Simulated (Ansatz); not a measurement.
Cell and atoms:

```
CELL_PARAMETERS angstrom
2.65458 0.00000 0.00000
0.00000 4.94098 0.00000
0.00000 0.00000 2.69823
ATOMIC_POSITIONS crystal
Ge 0.50000 0.50000 0.00000
Ge 0.00000 0.00000 0.00000
```

> Say what kind of structure these coordinates give.

The element is germanium. The lattice is base-centred orthorhombic and the space group Cmmm (No. 65). The cell holds two atoms. The Ge atoms are each bonded to eight Ge at 2.65 to 2.80 Å. The bonds build a three-dimensional framework.

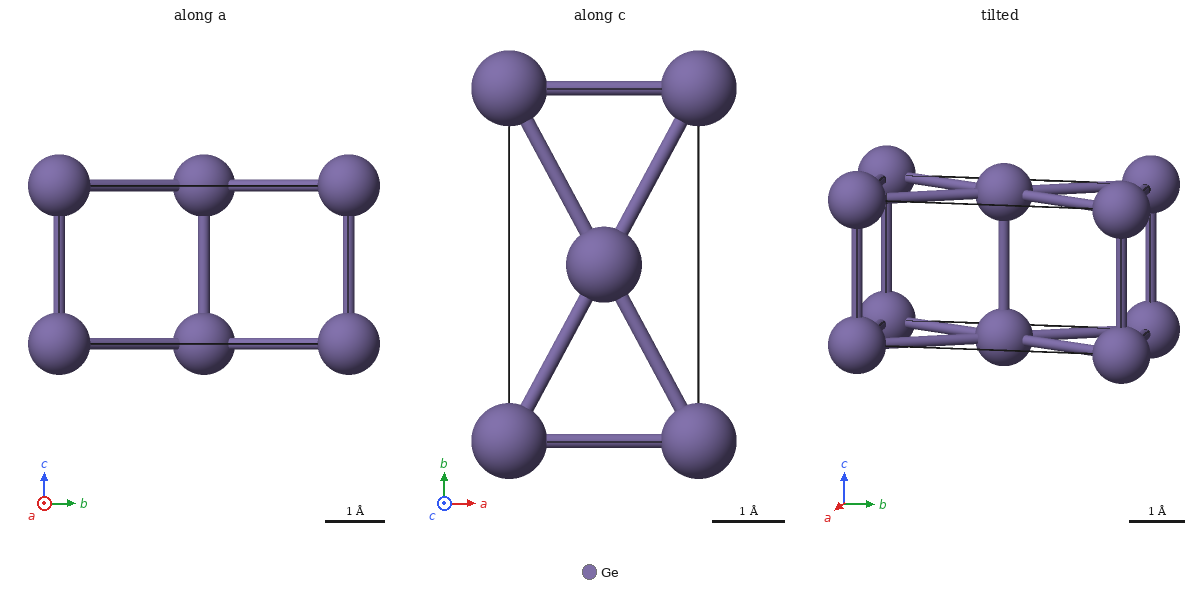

We look at a ball-and-stick model of the crystal along the a axis, along the c axis and slightly off an axis. Thin lines show the conventional unit cell, with boundary atoms drawn in all their periodic places. Colours: germanium purple.

Starting structure: a structure listed in the Materials Project. The cell was then strained or its atoms displaced on purpose. An electronic-structure calculation with Ansatz was run on it.
